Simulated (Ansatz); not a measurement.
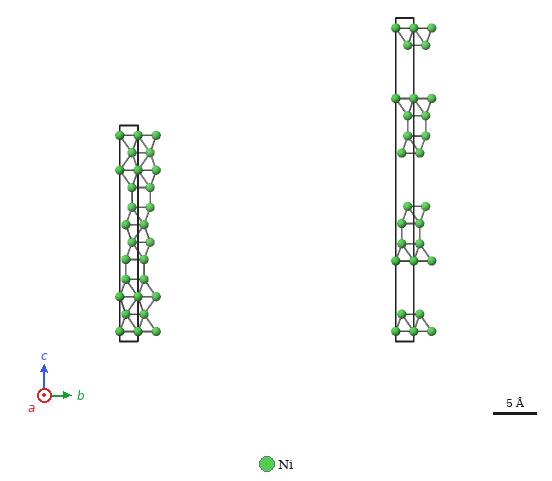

Two geometries of crystalline Ni (built on the C_166 type), drawn at one scale. One is the start of a relaxation, the other its converged end. Style: ball-and-stick. Shown: the conventional cell (3 times the calculation's cell), repeated 1 × 2 × 1 with one cell outlined, along the a axis. Lengths and directions refer to the drawn axes.

These are results of Ansatz, DFT PBE, scalar-relativistic, plane waves, PAW, not measurements. (plane-wave cutoff 420 eV; k-point mesh 21 × 21 × 21; occupations gaussian; smearing width 0.1 eV; collinear spin; cell and atoms relaxed; force threshold 0.01 eV/Å; at most 80 steps)

> Which geometry has the lower energy?

The left one is the relaxed one. Case: C type (R-3m, No. 166). The energy falls by 312 meV per atom in 15 accepted moves (16 points after the start). Largest force component: 0.048 eV/Å at the start, 0.0031 eV/Å at the end. The pressure goes from 0.43 to 0.04 GPa. The SCF was repeated once at an unchanged geometry on a basis and grid sized afresh for the cell, which shifted the energy by 1.3 meV per atom at most. The largest moves relative to the cell, 1.06 Å, are those of Ni atoms. The drawn cell changes as follows: a = b 2.435 → 2.469 Å (+1.4 %), c 38.014 → 25.386 Å (−33.2 %); the volume changes by −31.3 %. Some distances before and after: Ni–Ni 6.418 → 2.507 Å, Ni–Ni 2.371 → 2.331 Å, Ni–Ni 2.435 → 2.469 Å, Ni–Ni 2.460 → 2.484 Å. New bonds form: Ni–Ni (6.42 → 2.51 Å). The space group stays R-3m (No. 166).
